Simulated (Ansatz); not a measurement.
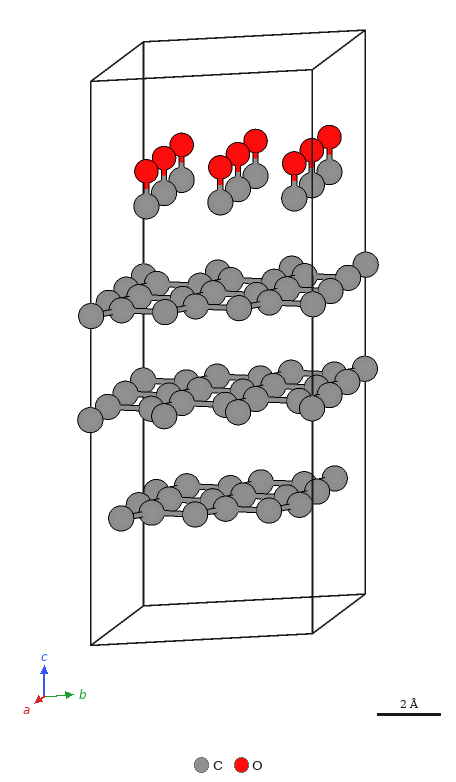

**Figure 1.** The structure as given in the input (ball-and-stick view of the 3 × 3 repeat of the cell, with the vacuum cut short, seen slightly off an axis).

**Run report: C7O, single-point calculation**

- system: C7O (slab, 8 atoms in the cell)
- method: DFT, PBE, dispersion d3bj, plane waves, PAW, no spin polarisation (Ansatz 0.2.0)

The structure derives from an entry of the Crystallography Open Database.

What the program printed
```
scf.n_extra_bands = 32 over 17 filled bands (N_el = 34.0): the run solves 49 bands
Engine: ansatz 0.2.0, x86_64-unknown-linux-gnu
Pseudopotentials: kind: paw
Pseudopotential: C, paw, valence charge 4, recommended cutoff 420 eV (normal), C.paw.azcp
Pseudopotential: O, paw, valence charge 6, recommended cutoff 420 eV (normal), O.paw.azcp
Functional definition: PBE
  parameter kappa = 0.804
  parameter beta = 0.06672455060314922
  exchange = pbe_x(kappa = kappa, mu = beta*pi^2/3)
  correlation = pbe_c(beta = beta)
Crystal: 8 atoms, lattice volume = 141.288 Å³
Basis set: ecut = 420 eV, 2687 PW (Γ)
Bands: 49, of which v1, the nominal top of the filled ones, is band 17 counted from 1 (16 counted from 0)
Symmetry: 2 space group operations
Space group: Cm (ITA 8), of the structure as read, at distance tolerance 5.2e-5 Å
k-points: 43 of 144 (time reversal used)
Non-local potential: C, projectors of the file, l = 0: 2, l = 1: 2, l = 2: 1
Non-local potential: O, projectors of the file, l = 0: 2, l = 1: 2, l = 2: 1
PAW form: soft (Blöchl's): semilocal exchange-correlation on the pseudo side does not see the compensation charge
PAW one-centre angular grid: C, 110 points (default); XC on 64 Gauss nodes
PAW one-centre angular grid: O, 110 points (default); XC on 64 Gauss nodes
Initial density: superposition of atomic densities (neutral atoms: chi_scale 0, normalization atom), corrected by the library's trained network
Initial wavefunctions: pseudopotential atomic-orbital guess
Functional: x = pbe(κ = 0.804, μ = 0.2195149727645171), c = pbe(β = 0.06672455060314922)
SCF iter   1: F=—  HF=-2322.021553 eV  |F-HF|=—  |Δ(HF+E_count)|=         —  Δρ=4.50e-3  dr2=2.28e-1  ethr=1.77e-3  p=-0.138 e·Å  D=-1.76e-1 V/Å  ΔV_dip=4.73 eV  dr2_dipole=1.55e-1  V_vac-E_F(+/−)=9.05/4.32 eV  ⟨swp⟩=6.4  Hψ=10878  notcnv=0  defer=695
efield: sawtooth ramp at fractional position 0.0068 (placed from the atoms, in the widest stretch of the axis that holds none; the zero of the levels goes with the place), width 0.0400; the density the first Hamiltonian is built on has a dipole p = -0.138 e·Å; the dipole correction subtracts the counter field D = -1.76e-1 V/Å, which shifts the + side's vacuum level by +4.73 eV against the − side's; the planar-averaged density in the ramp window peaks in size at 4.9e-5 e/Å³
preconditioner: auto → Resta (q_TF=auto, 2.152 Å⁻¹)  ε∞=1.7  [insulator: Δε(μ)=0.367 eV  Ē_g=21.658 eV  σ=0.050 eV  W_gap=1.00  n_scr=18 (ndim 8)  ℏωp=18.2 eV  f_vac=0.467  D(μ)=0.00/eV (n_scr^D=0)  ε∞_Penn≈1.7  vacuum switching on, ρ_ref=3.4e-2 e/Å³]
SCF iter   2: F=—  HF=-2322.303303 eV  |F-HF|=—  |Δ(HF+E_count)|=   2.82e-1  Δρ=1.68e-2  dr2=1.02e1  ethr=6.71e-4  p=0.026 e·Å  D=3.37e-2 V/Å  ΔV_dip=-0.91 eV  dr2_dipole=7.45e0  V_vac-E_F(+/−)=5.49/6.39 eV  ⟨swp⟩=2.1  Hψ=2800  notcnv=0  defer=1114  recentre
preconditioner: auto → LDOS  [insulator: Δε(μ)=0.226 eV  Ē_g=20.689 eV  σ=0.050 eV  W_gap=0.68  n_scr=18 (ndim 8)  ℏωp=17.7 eV  f_vac=0.466  D(μ)=1.68/eV (n_scr^D=12)  ε∞_Penn≈1.7  β→1.0]
SCF iter   3: F=—  HF=-2322.010080 eV  |F-HF|=—  |Δ(HF+E_count)|=   2.93e-1  Δρ=3.49e-3  dr2=1.88e-1  ethr=6.71e-4  p=-0.125 e·Å  D=-1.60e-1 V/Å  ΔV_dip=4.30 eV  dr2_dipole=1.32e-1  V_vac-E_F(+/−)=8.55/4.25 eV  ⟨swp⟩=2.0  Hψ=2690  notcnv=0  defer=937
SCF iter   4: F=—  HF=-2321.977535 eV  |F-HF|=—  |Δ(HF+E_count)|=   3.25e-2  Δρ=2.56e-3  dr2=1.28e-1  ethr=5.53e-4  p=-0.093 e·Å  D=-1.19e-1 V/Å  ΔV_dip=3.19 eV  dr2_dipole=9.27e-2  V_vac-E_F(+/−)=7.39/4.20 eV  ⟨swp⟩=1.3  Hψ=2465  notcnv=0  defer=1030
SCF iter   5: F=—  HF=-2321.951571 eV  |F-HF|=—  |Δ(HF+E_count)|=   2.60e-2  Δρ=1.89e-3  dr2=4.98e-2  ethr=3.78e-4  p=-0.036 e·Å  D=-4.63e-2 V/Å  ΔV_dip=1.24 eV  dr2_dipole=2.07e-2  V_vac-E_F(+/−)=5.70/4.46 eV  ⟨swp⟩=2.4  Hψ=2348  notcnv=0  defer=1091
SCF iter   6: F=—  HF=-2321.948421 eV  |F-HF|=—  |Δ(HF+E_count)|=   3.15e-3  Δρ=8.48e-4  dr2=2.02e-2  ethr=1.47e-4  p=-0.037 e·Å  D=-4.72e-2 V/Å  ΔV_dip=1.27 eV  dr2_dipole=1.28e-2  V_vac-E_F(+/−)=5.72/4.45 eV  ⟨swp⟩=1.4  Hψ=2502  notcnv=0  defer=1112
SCF iter   7: F=—  HF=-2321.946484 eV  |F-HF|=—  |Δ(HF+E_count)|=   1.94e-3  Δρ=6.74e-4  dr2=1.42e-2  ethr=5.93e-5  p=-0.041 e·Å  D=-5.22e-2 V/Å  ΔV_dip=1.40 eV  dr2_dipole=9.57e-3  V_vac-E_F(+/−)=5.78/4.38 eV  ⟨swp⟩=1.3  Hψ=1052  notcnv=0  defer=1112
SCF iter   8: F=—  HF=-2321.945661 eV  |F-HF|=—  |Δ(HF+E_count)|=   8.23e-4  Δρ=4.13e-4  dr2=5.12e-3  ethr=4.17e-5  p=-0.043 e·Å  D=-5.48e-2 V/Å  ΔV_dip=1.47 eV  dr2_dipole=3.71e-3  V_vac-E_F(+/−)=5.82/4.35 eV  ⟨swp⟩=1.0  Hψ=989  notcnv=0  defer=1112
SCF iter   9: F=—  HF=-2321.945373 eV  |F-HF|=—  |Δ(HF+E_count)|=   2.88e-4  Δρ=1.94e-4  dr2=1.56e-4  ethr=1.50e-5  p=-0.044 e·Å  D=-5.70e-2 V/Å  ΔV_dip=1.53 eV  dr2_dipole=4.84e-5  V_vac-E_F(+/−)=5.83/4.30 eV  ⟨swp⟩=1.3  Hψ=1178  notcnv=0  defer=1112
SCF iter  10: F=—  HF=-2321.945379 eV  |F-HF|=—  |Δ(HF+E_count)|=   5.77e-6  Δρ=1.12e-4  dr2=2.95e-4  ethr=4.57e-7  p=-0.045 e·Å  D=-5.78e-2 V/Å  ΔV_dip=1.55 eV  dr2_dipole=1.69e-4  V_vac-E_F(+/−)=5.85/4.29 eV  ⟨swp⟩=1.5  Hψ=2423  notcnv=0  defer=1107
SCF iter  11: F=—  HF=-2321.945394 eV  |F-HF|=—  |Δ(HF+E_count)|=   1.59e-5  Δρ=1.53e-4  dr2=8.12e-4  ethr=4.57e-7  p=-0.044 e·Å  D=-5.67e-2 V/Å  ΔV_dip=1.52 eV  dr2_dipole=5.72e-4  V_vac-E_F(+/−)=5.83/4.31 eV  ⟨swp⟩=1.3  Hψ=1004  notcnv=0  defer=1107  recentre
SCF iter  12: F=—  HF=-2321.945374 eV  |F-HF|=—  |Δ(HF+E_count)|=   2.09e-5  Δρ=8.19e-5  dr2=2.13e-4  ethr=4.57e-7  p=-0.045 e·Å  D=-5.78e-2 V/Å  ΔV_dip=1.55 eV  dr2_dipole=1.52e-4  V_vac-E_F(+/−)=5.85/4.29 eV  ⟨swp⟩=1.0  Hψ=989  notcnv=0  defer=1107
SCF iter  13: F=—  HF=-2321.945368 eV  |F-HF|=—  |Δ(HF+E_count)|=   5.71e-6  Δρ=6.08e-6  dr2=4.23e-7  ethr=4.57e-7  p=-0.045 e·Å  D=-5.75e-2 V/Å  ΔV_dip=1.54 eV  dr2_dipole=2.30e-7  V_vac-E_F(+/−)=5.84/4.30 eV  ⟨swp⟩=1.0  Hψ=989  notcnv=0  defer=1107
SCF iter  14: F=—  HF=-2321.945366 eV  |F-HF|=—  |Δ(HF+E_count)|=   1.52e-6  Δρ=3.09e-6  dr2=3.64e-8  ethr=2.94e-10  p=-0.045 e·Å  D=-5.75e-2 V/Å  ΔV_dip=1.54 eV  dr2_dipole=7.83e-9  V_vac-E_F(+/−)=5.84/4.30 eV  ⟨swp⟩=19.8  Hψ=18617  notcnv=0
SCF iter  15: F=—  HF=-2321.945366 eV  |F-HF|=—  |Δ(HF+E_count)|=   1.35e-8  Δρ=3.50e-6  dr2=3.15e-7  ethr=1.07e-10  p=-0.045 e·Å  D=-5.75e-2 V/Å  ΔV_dip=1.54 eV  dr2_dipole=2.34e-7  V_vac-E_F(+/−)=5.84/4.30 eV  ⟨swp⟩=2.0  Hψ=1477  notcnv=0  recentre
SCF iter  16: F=-2321.945366 eV  HF=-2321.945366 eV  |F-HF|=4.08e-8  |Δ(HF+E_count)|=   8.03e-9  Δρ=9.85e-7  dr2=2.43e-8  ethr=1.07e-10  p=-0.045 e·Å  D=-5.75e-2 V/Å  ΔV_dip=1.54 eV  dr2_dipole=1.72e-8  V_vac-E_F(+/−)=5.84/4.30 eV  ⟨swp⟩=4.8  Hψ=7319  notcnv=0
SCF 1 converged in 16 iterations: F = -2321.945366 eV  dr2 = 2.43e-8
  greatest PAW one-centre occupation: 0.898 electrons in one spin orbital (limit 2), on the O atom at site 7 (counted from 0), in its partial waves of l = 0
```

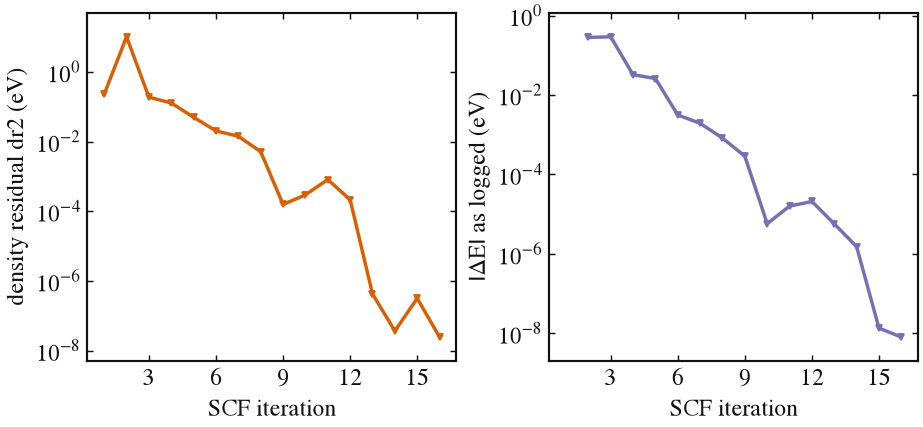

**Figure 2.** Convergence of the self-consistent field: density residual dr2 and size of the energy change against the SCF iteration. The residual falls unevenly and jumps up by a factor of two or more 3 times on the way down.

```
SCF converged after 16 iterations
Free energy (F): -2321.945366 eV
Harris-Foulkes:  -2321.945366 eV  (|F-HF|=4.08e-8)
Internal energy: -2321.944286 eV  (E = F + TS)
E sigma→0 (E₀):  -2321.944826 eV
Entropy (-TS):   -0.001080 eV (-0.135 meV/atom)
Fermi energy:    0.740785 eV
Dipole field:    D = -0.057670 V/Å  (p = -0.045029 e·Å, saw-weighted, corrected)
Work function:   Φ+ = 5.8432 eV   Φ− = 4.2948 eV
Levels:          The Fermi level and band energies are counted from a zero that moves with the ramp; work functions are not
--- Per-component energies (eV) ---
  E_band       = -288.067527
  E_kinetic    = 805.298211
  E_local      = -20932.505881  (includes V_loc(G=0)·N_el)
  E_nonlocal   = 242.286052
  E_hartree    = 10093.234217
  E_xc         = -407.060082
  E_vxc        = -506.375738  (∫ρ·V_xc dr)
  E_paw        = -853.307123  (= ΣΔE_a)
  E_vpaw       = -83.090794  (= ΣTr[D̂ρ^β])
  E_aug_tail   = 0.002483  (compensation charges beyond the density's cutoff)
  E_efield     = 0.001298  (sawtooth field / dipole correction)
  E_vefield    = -0.147138  (∫n·V_field dr)
  E_ewald      = 8731.173353
  E_disp       = -1.066815  (pairwise vdW)
  E_smearing   = -0.001080  (= −TS)
  E_closure    = 0.000000  (closes the sum)
  Σ components = -2321.945366   (vs F -2321.945366, Δ=0.00e0)
--- Forces (eV/Å), atoms counted from 1 ---
  atom   1  C      0.00000000     0.00163712     0.01216799
  atom   2  C     -0.00000000    -0.00162636    -0.01265959
  atom   3  C      0.00000000     0.00099657     0.00068325
  atom   4  C      0.00000000     0.00024192    -0.00104955
  atom   5  C      0.00000000     0.00136801     0.00026130
  atom   6  C     -0.00000000    -0.00132463     0.00214035
  atom   7  C     -0.00000000    -0.00077984    -0.00227358
  atom   8  O     -0.00000000    -0.00053269     0.00007390
  max |Σ_I F_I| component: 6.56e-4 eV/Å
--- Band table (eV; the first three rows and the last of 43) ---
  k-point 0: bands = ["-24.2911", "-18.7811", "-18.5824", "-18.2949", "-9.7656", "-7.3413", "-6.6791", "-6.0607", "-5.4937", "-3.1026", "-3.1006", "-2.2652", "-2.2651", "-2.1029", "-2.1021", "-1.8354", "-1.8334", "4.3589", "5.6969", "6.2122", "6.3819", "7.5207", "7.8592", "7.9066", "7.9081", "9.1139", "9.1141", "9.1715", "9.2753", "9.2761", "9.5493", "9.5517", "9.8105", "11.1907", "12.1831", "12.3602", "12.6445", "12.8687", "13.2519", "13.4317", "13.7141", "13.9460", "15.5899", "18.1868", "18.9962", "20.6646", "21.3843", "23.0789", "23.1760"]
  k-point 1: bands = ["-24.2054", "-18.6166", "-18.4186", "-18.1314", "-9.6414", "-7.1423", "-6.4962", "-5.9388", "-5.4627", "-3.2975", "-3.1810", "-2.9173", "-2.7549", "-2.6043", "-2.4847", "-2.4413", "-2.1741", "4.5804", "5.9156", "6.4211", "6.5982", "7.3801", "7.7849", "7.7867", "8.0879", "9.1723", "9.3258", "9.4255", "9.6184", "9.8078", "9.9694", "10.0354", "10.2451", "11.3987", "11.6181", "11.8025", "12.0916", "13.0986", "13.5530", "13.7338", "14.0172", "14.2761", "15.8181", "18.4042", "19.1910", "20.8090", "21.5525", "22.2138", "22.9822"]
  k-point 2: bands = ["-23.9629", "-18.1247", "-17.9288", "-17.6423", "-9.2860", "-6.5555", "-6.1655", "-5.7695", "-5.1230", "-4.5584", "-4.3949", "-4.1232", "-3.5854", "-3.3993", "-3.3950", "-3.2360", "-2.9679", "5.2439", "6.1631", "6.5680", "7.0681", "7.2927", "7.4717", "8.3657", "8.7235", "9.1142", "9.3049", "9.5770", "10.0188", "10.1121", "10.2909", "10.5366", "10.7342", "11.6458", "11.8074", "12.0103", "12.0819", "13.7503", "14.5047", "14.7092", "14.9885", "15.1072", "16.4728", "18.9810", "19.6656", "20.0470", "21.1005", "21.9667", "22.2467"]
  k-point 42: bands = ["-22.8189", "-14.4846", "-14.3026", "-14.0213", "-9.7643", "-9.6013", "-9.3274", "-8.1911", "-8.0286", "-7.8218", "-7.7541", "-7.4732", "-5.6049", "-2.3625", "-2.2132", "-1.6943", "-1.1495", "2.3552", "3.4830", "3.7716", "4.0290", "4.3407", "10.2033", "11.0496", "11.7545", "12.0431", "12.2436", "12.4660", "12.8663", "13.1047", "13.3022", "13.4507", "13.5049", "13.7922", "13.8833", "14.2766", "14.7126", "15.6792", "16.4941", "17.4131", "17.6244", "18.3808", "18.7121", "19.0998", "19.4163", "19.5694", "19.6859", "20.2233", "20.2344"]
```

The run was set up as follows.

The input
```yaml
crystal:
  lattice:
    - [2.4650495083, 0.0, 0.0]
    - [-1.2325247541, 2.1347954958, 0.0]
    - [0.0, 0.0, 26.8487123425]
  atoms:
    - { symbol: C, position: [0.6666666667, 0.3333333333, 0.3165887396] }
    - { symbol: C, position: [0.3333333333, 0.6666666667, 0.3166487054] }
    - { symbol: C, position: [0.3302953765, 0.660590753, 0.4421031276] }
    - { symbol: C, position: [-0.0030312501, -0.0060625001, 0.4421564991] }
    - { symbol: C, position: [0.0033737264, 0.0067474528, 0.5679052753] }
    - { symbol: C, position: [0.6700298418, 0.3400596837, 0.5679205664] }
    - { symbol: C, position: [0.8601493904, 0.7202987809, 0.6947650225] }
    - { symbol: O, position: [0.8602963673, 0.7205927346, 0.7370044312] }
basis:
  ecutwfc: 420
  xc_grid: 1
kpoints:
  mp_grid: { grid: [12, 12, 1] }
hamiltonian:
  xc: pbe
  dispersion: d3bj
scf:
  occupations: { method: gaussian, width: 0.05 }
  n_extra_bands: 32
output:
  forces: true
  eigenvalues: true
efield:
  axis: 3
  dipole_correction: true
  ramp_width: 0.04
```

Launched with:
```bash
ansatz run input.yaml --threads 1 --pin off --max-ram 2560MiB --backend cpu --events-out ev --progress --plain --runs-dir out
```

Results in brief

| quantity | value |
| --- | --- |
| outcome | converged |
| electrons treated | 34 |
| free energy | −2321.9454 eV |
| Fermi energy | 0.741 eV |
| gap on the k-point mesh | none (metallic) |
| largest force (length of the vector) | 0.013 eV/Å |
| hardware | 1 thread of Intel Xeon (Sapphire Rapids), 32 GiB of memory available, shared host |
| wall time | 22 s |
| peak memory | 0.53 GiB |

Notes

Settings chosen away from the usual ones: basis.xc_grid set to 1; scf.n_extra_bands set to 32.
